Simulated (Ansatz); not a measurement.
# Calculations on Si$_{23}$O$_{48}$

## 1. Relaxation

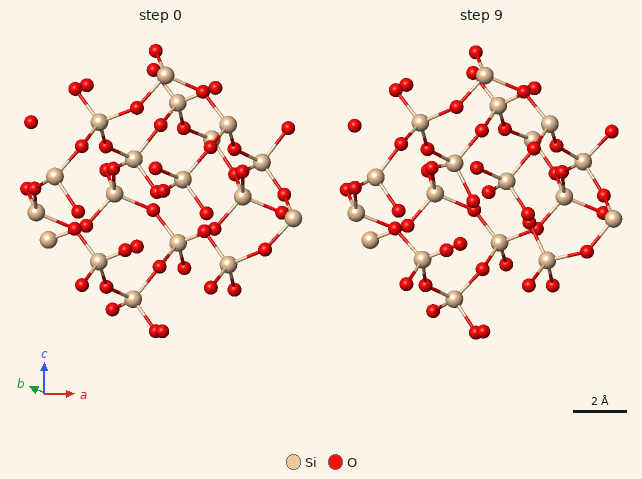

The structure of a defect cell of composition Si$_{23}$O$_{48}$ (cell charge −1) before (left) and after (right) a relaxation, at one scale.

A ball-and-stick model of the atoms within 5.8 Å of the atom that moves most (axes of the cell of the calculation (origin shifted)), seen slightly off an axis.

The calculation used Ansatz 0.2.0, DFT, PBEsol, PAW, plane waves. Settings: plane-wave cutoff 420 eV; k-point mesh 1 × 1 × 1; mesh shifted by (0.25, 0.25, 0.25); collinear spin; atoms relaxed in a fixed cell; force threshold 0.03 eV/Å; at most 80 steps.

### Summarise the run.

The energy falls by 1.889 eV per cell of the calculation in 9 geometry steps. Largest force component: 3.1 eV/Å at the start, 0.0095 eV/Å at the end. An O atom moves most: 0.44 Å along [−1 1 −3]. Largest moves by element: O 0.44 Å, Si 0.20 Å. The cell stays as it was. Some distances before and after: O–Si 1.565 → 1.646 Å, O–Si 1.695 → 1.623 Å, O–Si 1.679 → 1.609 Å, O–Si 1.563 → 1.624 Å. Bond angles that change, for instance: Si–O–Si 143.7° → 133.5°, Si–O–Si 143.0° → 133.3°, Si–O–Si 147.8° → 140.0°. The run took 4.2 min on 7 threads of Arm Neoverse-V2, peak memory 2.9 GiB.

Limits of the set-up: the cell is charged, on a uniform background, and energies carry no finite-size correction.

## 2. Relaxation

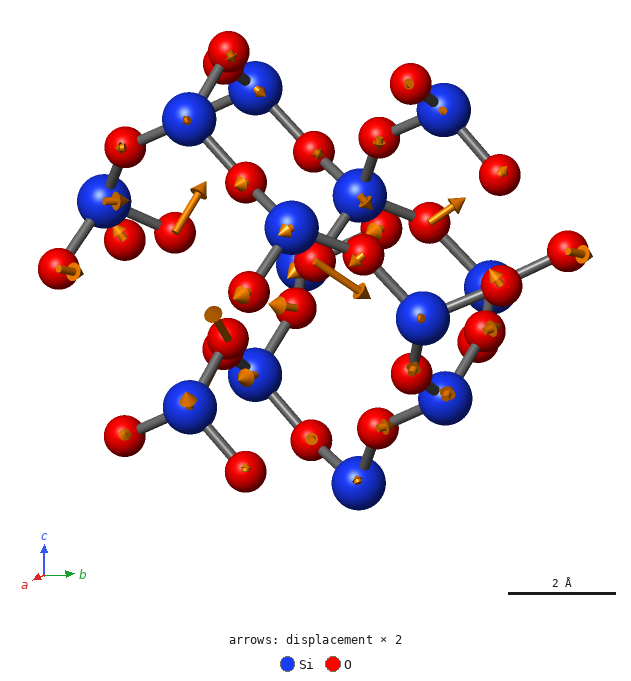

A relaxation of a defect cell of composition Si23O48 (cell charge −3). The starting structure is drawn; orange arrows show the displacements, magnified 2 times.

A ball-and-stick model of the atoms within 5.0 Å of the atom that moves most (axes of the cell of the calculation (origin shifted)), seen slightly off an axis.

All numbers below come from Ansatz 0.2.0, DFT, PBEsol, PAW, plane waves. Set-up: plane-wave cutoff 420 eV; k-point mesh 1 × 1 × 1; mesh shifted by (0.25, 0.25, 0.25); collinear spin; atoms relaxed in a fixed cell; force threshold 0.03 eV/Å; at most 80 steps.

> Which element moves most?

Oxygen: up to 0.70 Å, against 0.32 Å for silicon.

> What did the optimiser do to the structure, and how much energy did it gain?

The energy falls by 4.299 eV per cell of the calculation in 8 geometry steps. Largest force component: 6.2 eV/Å at the start, 0.013 eV/Å at the end. The forces were under the threshold at step 6, but the run went on from there. An O atom moves most: 0.70 Å along [−1 3 −2]. Largest moves by element: O 0.70 Å, Si 0.32 Å. The cell stays as it was. Some distances before and after: O–Si 1.565 → 1.680 Å, O–Si 1.649 → 1.566 Å, O–Si 1.679 → 1.605 Å, O–Si 1.611 → 1.672 Å. Among the angles between lasting bonds that change: Si–O–Si 147.8° → 131.5°, Si–O–Si 143.0° → 127.3°, Si–O–Si 144.1° → 131.3°. Cost: 5.8 min on 7 threads of Arm Neoverse-V2, peak memory 2.9 GiB.

Limits of the set-up: the cell is charged, on a uniform background, and energies carry no finite-size correction.

## 3. Defect

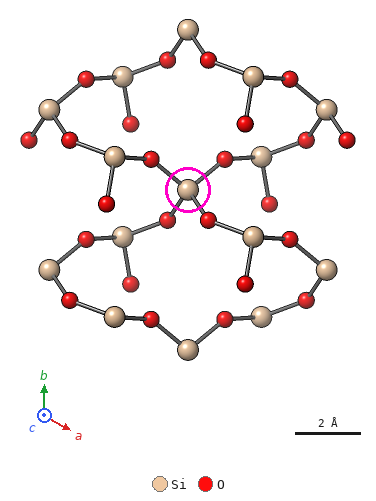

Perfect SiO₂. The picture is a ball-and-stick view of the atoms within 5.4 Å of one point, in a slice 5.0 Å thick across the line of sight, seen along the c axis.

These are results of Ansatz 0.2.0, DFT, PBEsol, PAW, plane waves, not measurements. Settings: plane-wave cutoff 420 eV; k-point mesh 1 × 1 × 1; mesh shifted by (0.25, 0.25, 0.25); no spin polarisation. Fermi-Dirac smearing of 0.01 eV. A uniform background neutralises the charged cell. The axes drawn are those of the host's conventional cell.

A silicon atom is taken out (a vacancy) at the ringed place, in charge state −2. The supercell has 72 sites, and the atoms are relaxed at the host's cell.

> Predict the relaxed surroundings of the defect.

Around the empty Si site the host had 4 O at 1.61 to 1.63 Å; after relaxation the nearest atoms are 4 O at 1.74 to 1.89 Å. Of the host's atoms, an oxygen atom moves furthest from its site, by 0.49 Å.

The relaxed defect, seen from the same direction:

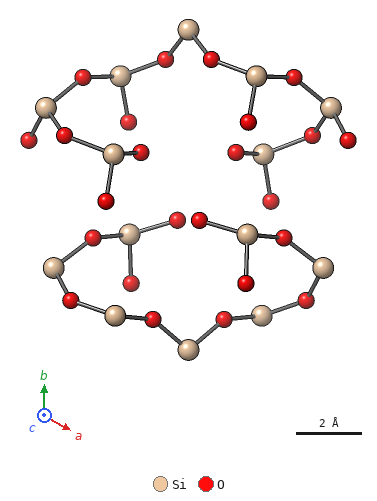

Limits of the set-up: the cell is charged, on a uniform background, and energies carry no finite-size correction.
